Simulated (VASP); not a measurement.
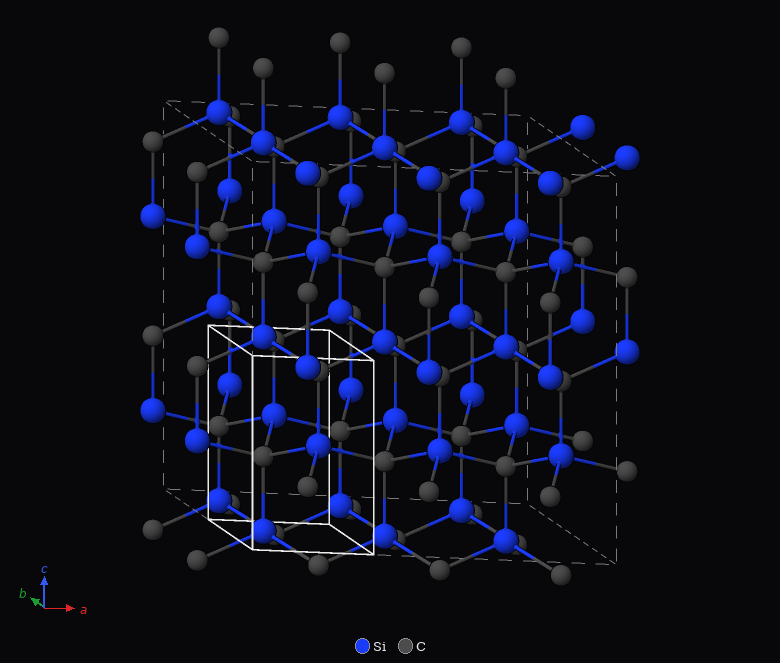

The compound is SiC (space group P6_3mc, No. 186), taken as an entry of the Crystallography Open Database, as set up for an electronic-structure calculation.

Bonds are taken as C–Si below 2.2 Å. Simplification: prune 0- and 1-connected atoms, fold 2-connected ones into links.

Q: What kind of net remains, and which atoms are its nodes?

A: A uninodal 4-connected, three-periodic net: Si and C are 4-connected nodes.

Q: Name the underlying net.

A: It is the lon net, known from lonsdaleite, wurtzite and tridymite.

Q: Is the net interpenetrated?

A: It is a single net, without interpenetration.

Q: Give the first four terms of the coordination sequence (nodes one, two, three … edges away).

A: Si and C: 4, 12, 25, 44.

Q: Give the point symbol of each node (shortest cycle at each angle).

A: Si and C: 6^6.

The simplified net, drawn on the atoms' positions. Nodes are coloured by element. Short stubs are edges that leave the cut-out.

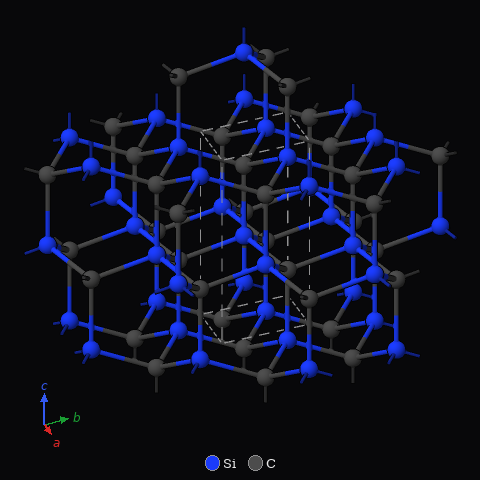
